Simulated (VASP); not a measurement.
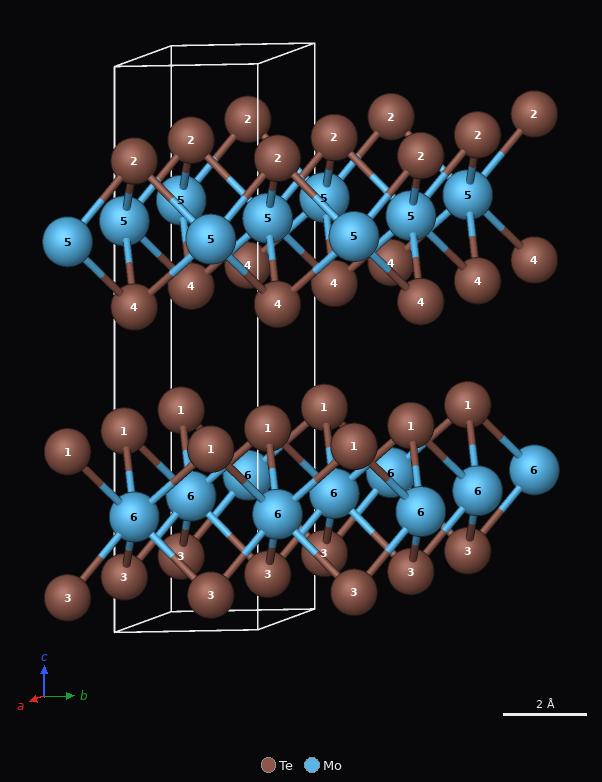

Figure 1. The starting structure (ball-and-stick view of the cell of the calculation, repeated 3 × 3 × 1, seen slightly off an axis; atoms are numbered from 1 in the order of the input). Near neighbours in the crystal (not all of them lie inside the picture): Te has 3 Mo at 2.72 Å; Mo has 6 Te at 2.72 Å.

**Geometry relaxation, with input and output: MoTe₂ (part 1 of 4)**

- system: MoTe₂ (P6₃/mmc, 6 atoms in the cell)
- method: Kohn-Sham DFT of a periodic cell, revPBE with D4, VASP PAW PBE potentials, recommended, no spin polarisation (VASP 6.6.1)

The structure derives from an entry of the Crystallography Open Database. It belongs to a series of runs on one base structure; here: dispersion = D4.

## INCAR
```
PREC = Accurate
ENCUT = 600
EDIFF = 1E-6
ISMEAR = -1
SIGMA = 0.05
LREAL = F
LASPH = T
NELM = 80
ALGO = Fast
ISIF = 3
LWAVE = F
LCHARG = F
GGA = RE
IVDW = 13
IBRION = 2
NSW = 60
EDIFFG = -0.01
```

## KPOINTS
```
regular mesh
0
Gamma
  7 7 2
```

## POSCAR
```
Te2Mo
1.0
    3.5182000000      0.0000000000      0.0000000000
   -1.7591000000      3.0468505756      0.0000000000
    0.0000000000      0.0000000000     13.9736000000
Te Mo
4 2
Direct
    0.6666666667      0.3333333333      0.3790000000
    0.3333333333      0.6666666667      0.8790000000
    0.6666666667      0.3333333333      0.1210000000
    0.3333333333      0.6666666667      0.6210000000
    0.6666666667      0.3333333333      0.7500000000
    0.3333333333      0.6666666667      0.2500000000
```

Machine: 1 thread of Intel Xeon (Granite Rapids), 128 GiB of memory available, shared host.

Command:
```bash
cat potpaw_PBE.64/Te/POTCAR potpaw_PBE.64/Mo_sv/POTCAR > POTCAR
mpirun -np 1 vasp_std > vasp.out
```

## OSZICAR
```
N       E                     dE             d eps       ncg     rms          rms(c)
DAV:   1     0.450687022149E+03    0.45069E+03   -0.29220E+04  1136   0.168E+03
DAV:   2    -0.881895363551E+01   -0.45951E+03   -0.45071E+03  1229   0.371E+02
DAV:   3    -0.341566182939E+02   -0.25338E+02   -0.24501E+02  1245   0.730E+01
DAV:   4    -0.348897463772E+02   -0.73313E+00   -0.73040E+00  1258   0.120E+01
DAV:   5    -0.349101885915E+02   -0.20442E-01   -0.20432E-01  1320   0.205E+00    0.215E+01
RMM:   6    -0.340836719113E+02    0.82652E+00   -0.64584E+00  1029   0.120E+01    0.862E+00
RMM:   7    -0.338470317522E+02    0.23664E+00   -0.22043E+00  1005   0.530E+00    0.532E+00
RMM:   8    -0.337237307757E+02    0.12330E+00   -0.62059E-01   993   0.438E+00    0.795E-01
RMM:   9    -0.337396997770E+02   -0.15969E-01   -0.18277E-01  1093   0.136E+00    0.717E-01
RMM:  10    -0.337329304762E+02    0.67693E-02   -0.41182E-02  1011   0.954E-01    0.161E-01
RMM:  11    -0.337329347133E+02   -0.42371E-05   -0.60172E-03  1035   0.382E-01    0.640E-02
RMM:  12    -0.337329997687E+02   -0.65055E-04   -0.21326E-03  1160   0.164E-01    0.477E-02
RMM:  13    -0.337330361539E+02   -0.36385E-04   -0.38514E-04  1214   0.709E-02    0.395E-02
RMM:  14    -0.337330325322E+02    0.36217E-05   -0.59256E-05  1015   0.244E-02    0.227E-02
RMM:  15    -0.337330264446E+02    0.60876E-05   -0.64731E-05   938   0.238E-02    0.333E-03
RMM:  16    -0.337330273257E+02   -0.88108E-06   -0.17588E-05   926   0.117E-02    0.106E-02
RMM:  17    -0.337330276110E+02   -0.28524E-06   -0.28416E-06   590   0.455E-03
   1 F= -.39114697E+02 E0= -.39114687E+02  d E =-.391147E+02
       N       E                     dE             d eps       ncg     rms          rms(c)
DAV:   1    -0.339859366568E+02   -0.25291E+00   -0.83689E+00  1057   0.215E+01    0.544E+00
RMM:   2    -0.337125105338E+02    0.27343E+00   -0.22508E+00  1001   0.778E+00    0.157E+00
RMM:   3    -0.336297032743E+02    0.82807E-01   -0.19190E-01   992   0.219E+00    0.705E-01
RMM:   4    -0.336240097721E+02    0.56935E-02   -0.66281E-02  1026   0.126E+00    0.488E-01
RMM:   5    -0.336256507538E+02   -0.16410E-02   -0.17094E-02  1099   0.552E-01    0.357E-01
RMM:   6    -0.336247655214E+02    0.88523E-03   -0.69966E-03  1023   0.342E-01    0.123E-01
RMM:   7    -0.336248742145E+02   -0.10869E-03   -0.16392E-03  1003   0.248E-01    0.689E-02
RMM:   8    -0.336247514364E+02    0.12278E-03   -0.51756E-04  1056   0.121E-01    0.381E-02
RMM:   9    -0.336247733351E+02   -0.21899E-04   -0.14412E-04  1130   0.574E-02    0.103E-01
RMM:  10    -0.336247619724E+02    0.11363E-04   -0.27669E-05  1020   0.346E-02    0.489E-02
RMM:  11    -0.336247594510E+02    0.25214E-05   -0.83526E-06   857   0.140E-02    0.374E-02
RMM:  12    -0.336247586487E+02    0.80228E-06   -0.86459E-07   579   0.510E-03
   2 F= -.39132398E+02 E0= -.39132388E+02  d E =-.177009E-01
       N       E                     dE             d eps       ncg     rms          rms(c)
DAV:   1    -0.336303959337E+02   -0.56365E-02   -0.13310E-02  1226   0.856E-01    0.206E-01
RMM:   2    -0.336299972824E+02    0.39865E-03   -0.35294E-03  1003   0.308E-01    0.661E-02
RMM:   3    -0.336298481263E+02    0.14916E-03   -0.33019E-04   992   0.898E-02    0.336E-02
RMM:   4    -0.336298360277E+02    0.12099E-04   -0.12603E-04  1019   0.527E-02    0.185E-02
RMM:   5    -0.336298386266E+02   -0.25989E-05   -0.43296E-05  1045   0.246E-02    0.165E-02
RMM:   6    -0.336298333453E+02    0.52812E-05   -0.14215E-05   889   0.160E-02    0.477E-03
RMM:   7    -0.336298333470E+02   -0.16653E-08   -0.25239E-06   621   0.895E-03
   3 F= -.39132460E+02 E0= -.39132451E+02  d E =-.177631E-01
       N       E                     dE             d eps       ncg     rms          rms(c)
DAV:   1    -0.336368652558E+02   -0.70319E-02   -0.78381E-01  1071   0.548E+00    0.935E-01
RMM:   2    -0.336232749130E+02    0.13590E-01   -0.95040E-02   995   0.169E+00    0.410E-01
RMM:   3    -0.336199340305E+02    0.33409E-02   -0.91768E-03  1009   0.485E-01    0.256E-01
RMM:   4    -0.336195919328E+02    0.34210E-03   -0.38653E-03  1028   0.308E-01    0.197E-01
RMM:   5    -0.336196048011E+02   -0.12868E-04   -0.83600E-04  1109   0.143E-01    0.958E-02
RMM:   6    -0.336196104545E+02   -0.56534E-05   -0.22987E-04  1083   0.654E-02    0.285E-02
RMM:   7    -0.336196140926E+02   -0.36381E-05   -0.64351E-05  1065   0.416E-02    0.148E-02
RMM:   8    -0.336196101359E+02    0.39568E-05   -0.21184E-05  1033   0.227E-02    0.827E-03
RMM:   9    -0.336196101409E+02   -0.50532E-08   -0.43319E-06   719   0.954E-03
   4 F= -.39145783E+02 E0= -.39145773E+02  d E =-.133230E-01
       N       E                     dE             d eps       ncg     rms          rms(c)
DAV:   1    -0.336148102179E+02    0.47999E-02   -0.24262E-01  1078   0.305E+00    0.518E-01
RMM:   2    -0.336106429789E+02    0.41672E-02   -0.29687E-02   995   0.942E-01    0.229E-01
RMM:   3    -0.336095730253E+02    0.10700E-02   -0.28815E-03  1009   0.273E-01    0.142E-01
RMM:   4    -0.336094688570E+02    0.10417E-03   -0.11970E-03  1032   0.171E-01    0.109E-01
RMM:   5    -0.336094740881E+02   -0.52311E-05   -0.26184E-04  1113   0.796E-02    0.535E-02
RMM:   6    -0.336094765674E+02   -0.24793E-05   -0.72387E-05  1086   0.365E-02    0.160E-02
RMM:   7    -0.336094771395E+02   -0.57213E-06   -0.19084E-05  1065   0.229E-02    0.795E-03
RMM:   8    -0.336094758496E+02    0.12899E-05   -0.64964E-06   856   0.125E-02    0.437E-03
RMM:   9    -0.336094754843E+02    0.36529E-06   -0.94628E-07   576   0.531E-03
   5 F= -.39148827E+02 E0= -.39148815E+02  d E =-.163667E-01
       N       E                     dE             d eps       ncg     rms          rms(c)
DAV:   1    -0.336055055487E+02    0.39703E-02   -0.36718E-02  1113   0.119E+00    0.203E-01
RMM:   2    -0.336048690590E+02    0.63649E-03   -0.46050E-03   996   0.368E-01    0.896E-02
RMM:   3    -0.336046995938E+02    0.16947E-03   -0.44850E-04  1009   0.108E-01    0.548E-02
RMM:   4    -0.336046841555E+02    0.15438E-04   -0.18219E-04  1035   0.659E-02    0.428E-02
RMM:   5    -0.336046858001E+02   -0.16446E-05   -0.39799E-05  1095   0.311E-02    0.207E-02
RMM:   6    -0.336046865035E+02   -0.70343E-06   -0.11688E-05   904   0.146E-02    0.630E-03
RMM:   7    -0.336046862656E+02    0.23790E-06   -0.27734E-06   630   0.880E-03
   6 F= -.39149153E+02 E0= -.39149141E+02  d E =-.166932E-01
       N       E                     dE             d eps       ncg     rms          rms(c)
DAV:   1    -0.336162843928E+02   -0.11598E-01   -0.89521E-01  1000   0.583E+00    0.118E+00
RMM:   2    -0.336022077775E+02    0.14077E-01   -0.10458E-01  1021   0.150E+00    0.442E-01
RMM:   3    -0.335973990138E+02    0.48088E-02   -0.11462E-02   993   0.634E-01    0.238E-01
RMM:   4    -0.335969881613E+02    0.41085E-03   -0.27475E-03  1083   0.260E-01    0.224E-01
RMM:   5    -0.335969513572E+02    0.36804E-04   -0.10281E-03  1064   0.163E-01    0.814E-02
RMM:   6    -0.335968544335E+02    0.96924E-04   -0.73209E-04  1024   0.123E-01    0.215E-02
RMM:   7    -0.335968518812E+02    0.25523E-05   -0.79314E-05  1051   0.535E-02    0.206E-02
RMM:   8    -0.335968542279E+02   -0.23467E-05   -0.21523E-05  1099   0.238E-02    0.253E-02
RMM:   9    -0.335968510865E+02    0.31414E-05   -0.46060E-06   722   0.102E-02    0.191E-02
RMM:  10    -0.335968488426E+02    0.22440E-05   -0.51356E-06   760   0.667E-03    0.135E-02
RMM:  11    -0.335968478803E+02    0.96221E-06   -0.10829E-06   578   0.454E-03
   7 F= -.39158290E+02 E0= -.39158275E+02  d E =-.913675E-02
       N       E                     dE             d eps       ncg     rms          rms(c)
DAV:   1    -0.337348343777E+02   -0.13799E+00   -0.81535E+00  1000   0.176E+01    0.340E+00
RMM:   2    -0.336043698225E+02    0.13046E+00   -0.92944E-01  1021   0.448E+00    0.129E+00
RMM:   3    -0.335648130170E+02    0.39557E-01   -0.95288E-02   993   0.184E+00    0.697E-01
RMM:   4    -0.335608348022E+02    0.39782E-02   -0.24208E-02  1079   0.790E-01    0.640E-01
RMM:   5    -0.335601729448E+02    0.66186E-03   -0.72569E-03  1075   0.456E-01    0.194E-01
RMM:   6    -0.335597533539E+02    0.41959E-03   -0.38653E-03  1018   0.291E-01    0.552E-02
RMM:   7    -0.335597420909E+02    0.11263E-04   -0.45642E-04  1037   0.134E-01    0.505E-02
RMM:   8    -0.335597588498E+02   -0.16759E-04   -0.14665E-04  1185   0.624E-02    0.636E-02
RMM:   9    -0.335597454709E+02    0.13379E-04   -0.32356E-05  1004   0.259E-02    0.529E-02
RMM:  10    -0.335597406758E+02    0.47951E-05   -0.15167E-05   947   0.149E-02    0.404E-02
RMM:  11    -0.335597373956E+02    0.32802E-05   -0.55397E-06   742   0.104E-02    0.277E-02
RMM:  12    -0.335597358355E+02    0.15602E-05   -0.13372E-06   583   0.439E-03    0.267E-02
RMM:  13    -0.335597329098E+02    0.29257E-05   -0.16756E-06   605   0.563E-03    0.165E-02
RMM:  14    -0.335597321590E+02    0.75076E-06   -0.50303E-07   543   0.284E-03
   8 F= -.39173660E+02 E0= -.39173619E+02  d E =-.245070E-01
       N       E                     dE             d eps       ncg     rms          rms(c)
DAV:   1    -0.335579371069E+02    0.17958E-02   -0.48954E-01  1007   0.435E+00    0.858E-01
RMM:   2    -0.335502814124E+02    0.76557E-02   -0.59607E-02  1023   0.113E+00    0.334E-01
RMM:   3    -0.335475575239E+02    0.27239E-02   -0.63926E-03   992   0.472E-01    0.184E-01
RMM:   4    -0.335473353987E+02    0.22213E-03   -0.14912E-03  1087   0.192E-01    0.167E-01
RMM:   5    -0.335473218673E+02    0.13531E-04   -0.57891E-04  1062   0.123E-01    0.650E-02
RMM:   6    -0.335472627993E+02    0.59068E-04   -0.44360E-04  1023   0.939E-02    0.164E-02
RMM:   7    -0.335472611602E+02    0.16390E-05   -0.45743E-05  1043   0.406E-02    0.163E-02
RMM:   8    -0.335472624247E+02   -0.12645E-05   -0.12147E-05   953   0.179E-02    0.194E-02
RMM:   9    -0.335472612020E+02    0.12228E-05   -0.18622E-06   595   0.743E-03    0.165E-02
RMM:  10    -0.335472598364E+02    0.13655E-05   -0.22007E-06   633   0.470E-03    0.132E-02
RMM:  11    -0.335472589613E+02    0.87516E-06   -0.11714E-06   577   0.417E-03
   9 F= -.39174309E+02 E0= -.39174253E+02  d E =-.251552E-01
       N       E                     dE             d eps       ncg     rms          rms(c)
DAV:   1    -0.335491336547E+02   -0.18738E-02   -0.82767E-03  1147   0.565E-01    0.116E-01
RMM:   2    -0.335490062673E+02    0.12739E-03   -0.93213E-04  1019   0.144E-01    0.418E-02
RMM:   3    -0.335489611741E+02    0.45093E-04   -0.10436E-04   992   0.608E-02    0.234E-02
RMM:   4    -0.335489567412E+02    0.44328E-05   -0.23778E-05  1071   0.253E-02    0.211E-02
RMM:   5    -0.335489550852E+02    0.16560E-05   -0.78642E-06   901   0.153E-02    0.638E-03
RMM:   6    -0.335489544624E+02    0.62286E-06   -0.46261E-06   708   0.981E-03
  10 F= -.39174286E+02 E0= -.39174232E+02  d E =-.251324E-01
       N       E                     dE             d eps       ncg     rms          rms(c)
DAV:   1    -0.335368260510E+02    0.12129E-01   -0.27407E-01  1022   0.395E+00    0.101E+00
RMM:   2    -0.335283457008E+02    0.84804E-02   -0.89668E-02  1002   0.149E+00    0.312E-01
RMM:   3    -0.335246052502E+02    0.37405E-02   -0.83445E-03   993   0.462E-01    0.121E-01
RMM:   4    -0.335244069222E+02    0.19833E-03   -0.21487E-03  1004   0.222E-01    0.658E-02
RMM:   5    -0.335244776762E+02   -0.70754E-04   -0.91009E-04  1072   0.117E-01    0.698E-02
RMM:   6    -0.335244156310E+02    0.62045E-04   -0.26081E-04  1015   0.713E-02    0.213E-02
RMM:   7    -0.335244214521E+02   -0.58210E-05   -0.51194E-05  1042   0.367E-02    0.103E-02
RMM:   8    -0.335244221556E+02   -0.70351E-06   -0.17920E-05   965   0.198E-02    0.974E-03
RMM:   9    -0.335244208361E+02    0.13194E-05   -0.21596E-06   621   0.953E-03    0.562E-03
RMM:  10    -0.335244198279E+02    0.10083E-05   -0.27031E-06   648   0.580E-03    0.955E-04
RMM:  11    -0.335244199058E+02   -0.77991E-07   -0.48079E-07   537   0.315E-03
  11 F= -.39174073E+02 E0= -.39174016E+02  d E =0.212626E-03
       N       E                     dE             d eps       ncg     rms          rms(c)
DAV:   1    -0.335433615541E+02   -0.18942E-01   -0.93979E-02  1030   0.231E+00    0.582E-01
RMM:   2    -0.335405802118E+02    0.27813E-02   -0.32876E-02  1004   0.886E-01    0.193E-01
RMM:   3    -0.335391210526E+02    0.14592E-02   -0.31928E-03   993   0.284E-01    0.732E-02
RMM:   4    -0.335390525726E+02    0.68480E-04   -0.88413E-04  1005   0.131E-01    0.394E-02
RMM:   5    -0.335390575933E+02   -0.50207E-05   -0.31382E-04  1062   0.711E-02    0.388E-02
RMM:   6    -0.335390333088E+02    0.24285E-04   -0.94762E-05  1017   0.429E-02    0.120E-02
RMM:   7    -0.335390329861E+02    0.32264E-06   -0.13537E-05  1032   0.222E-02    0.491E-03
RMM:   8    -0.335390339361E+02   -0.94995E-06   -0.45582E-06   729   0.107E-02
  12 F= -.39174457E+02 E0= -.39174402E+02  d E =-.171170E-03
       N       E                     dE             d eps       ncg     rms          rms(c)
DAV:   1    -0.335403943317E+02   -0.13613E-02   -0.80622E-04  1038   0.214E-01    0.548E-02
RMM:   2    -0.335403706050E+02    0.23727E-04   -0.31695E-04  1006   0.847E-02    0.193E-02
RMM:   3    -0.335403560724E+02    0.14533E-04   -0.30968E-05   993   0.280E-02    0.631E-03
RMM:   4    -0.335403551123E+02    0.96014E-06   -0.81814E-06   817   0.119E-02
  13 F= -.39174458E+02 E0= -.39174403E+02  d E =-.172435E-03
       N       E                     dE             d eps       ncg     rms          rms(c)
DAV:   1    -0.335414289476E+02   -0.10729E-02   -0.47854E-04  1036   0.167E-01    0.411E-02
RMM:   2    -0.335414141844E+02    0.14763E-04   -0.14731E-04  1000   0.615E-02    0.132E-02
RMM:   3    -0.335414071747E+02    0.70097E-05   -0.13794E-05   865   0.186E-02    0.537E-03
RMM:   4    -0.335414061310E+02    0.10437E-05   -0.47575E-06   727   0.106E-02    0.329E-03
RMM:   5    -0.335414058814E+02    0.24955E-06   -0.16475E-06   572   0.505E-03
  14 F= -.39174453E+02 E0= -.39174398E+02  d E =-.167355E-03
```

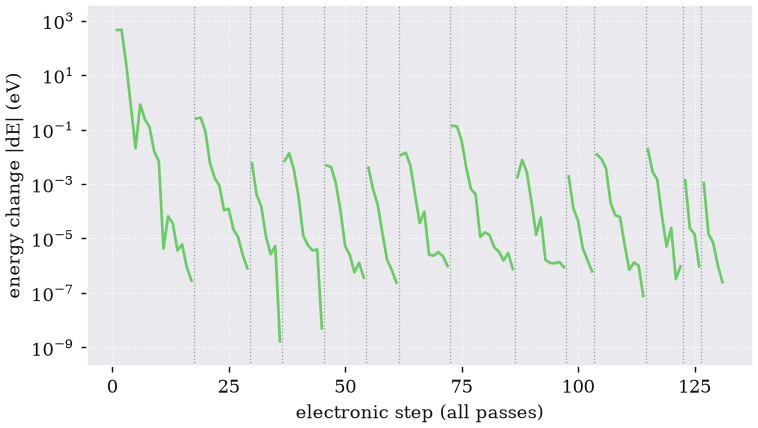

Figure 2. Convergence of the self-consistent field: energy change |dE| against the electronic step. Each stretch between dotted lines is the SCF of one geometry step of a relaxation. The 14 ionic steps take 4 to 17 electronic steps each. The density is held fixed in the first few steps, and dE rises again when its update begins.

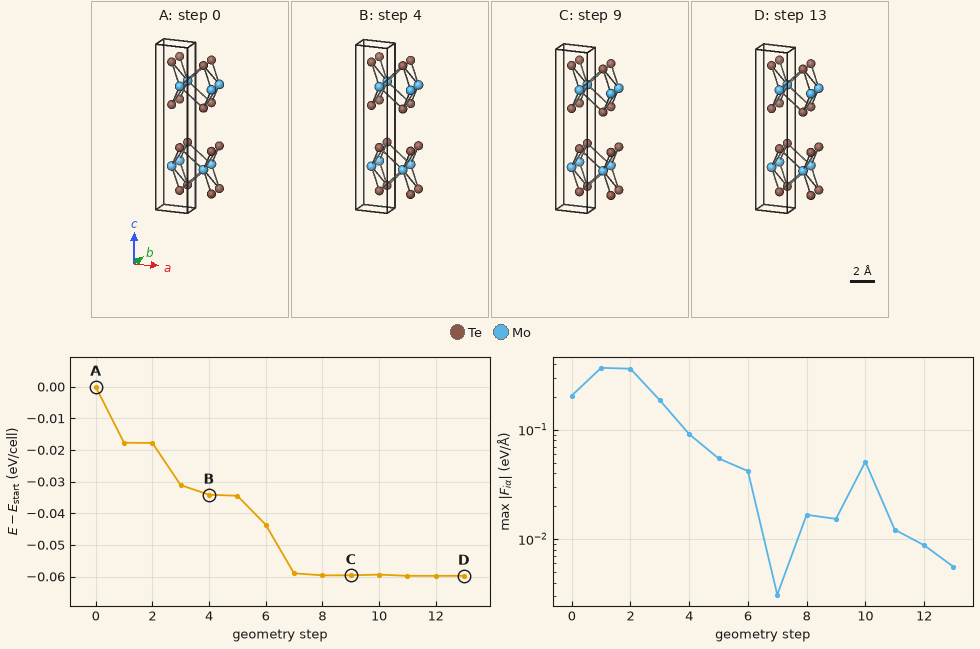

Figure 3. Frames of the relaxation (ball-and-stick view of the cell of the calculation, repeated 2 × 2 × 1, seen slightly off an axis) above the curves, on which the letters mark them (steps are counted from 0).

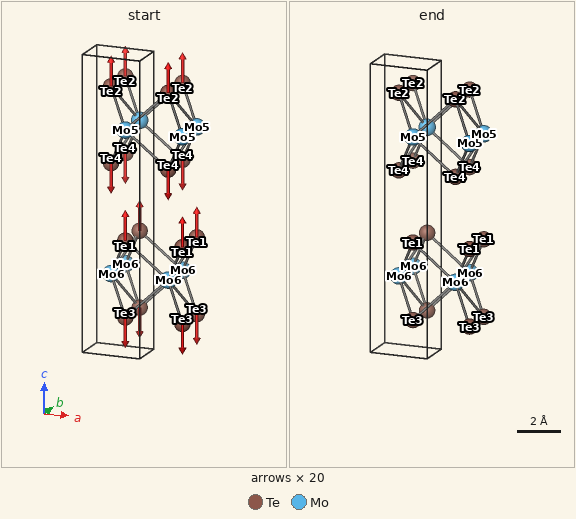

Figure 4. Before (left) and after (right) the relaxation, at one scale (ball-and-stick view of the cell of the calculation, repeated 2 × 2 × 1, seen slightly off an axis). The red arrows give the displacements (without the part carried along by the change of the cell), magnified 20 times. Over 13 geometry steps the energy falls by 59.8 meV per cell of the calculation. Largest force component: 0.21 eV/Å at the start, 0.0056 eV/Å at the end. The largest moves relative to the cell, 0.072 Å, are those of Te1, Te2, Te3 and Te4. Mo stays in place. The volume changes by −4.8 %, with a = b 3.518 → 3.486 Å (−0.9 %), c 13.974 → 13.543 Å (−3.1 %). The space group stays P6_3/mmc (No. 194). (Atoms are counted from 1 in the order of the input.)

## Parts of OUTCAR
```
PREC = Accurate
   ENCUT = 600
   EDIFF = 1E-6
   ISMEAR = -1
   LREAL = F
   LASPH = T
   NELM = 80
   ISIF = 3
   GGA = RE
   IVDW = 13
   IBRION = 2
   NSW = 60
   EDIFFG = -0.01

 ion  position               nearest neighbor table
   1  0.667  0.333  0.379-   6 2.72   6 2.72   6 2.72   3 3.61
   2  0.333  0.667  0.879-   5 2.72   5 2.72   5 2.72   4 3.61
   3  0.667  0.333  0.121-   6 2.72   6 2.72   6 2.72   1 3.61
   4  0.333  0.667  0.621-   5 2.72   5 2.72   5 2.72   2 3.61
   5  0.667  0.333  0.750-   2 2.72   4 2.72   2 2.72   4 2.72   2 2.72   4 2.72
   6  0.333  0.667  0.250-   1 2.72   3 2.72   1 2.72   3 2.72   1 2.72   3 2.72

  LATTYP: Found a hexagonal cell.
 ALAT       =     3.5182000000
 C/A-ratio  =     3.9718037633

  Lattice vectors:

 A1 = (   3.5182000000,   0.0000000000,   0.0000000000)
 A2 = (  -1.7591000000,   3.0468505756,   0.0000000000)
 A3 = (   0.0000000000,   0.0000000000,  13.9736000000)

Analysis of symmetry for initial positions (statically):
=====================================================================
 Subroutine PRICEL returns:
 Original cell was already a primitive cell.

 Routine SETGRP: Setting up the symmetry group for a
 hexagonal supercell.

 Subroutine GETGRP returns: Found 24 space group operations
 (whereof 12 operations were pure point group operations)
 out of a pool of 24 trial point group operations.

The static configuration has the point symmetry D_3d.
 The point group associated with its full space group is D_6h.
```
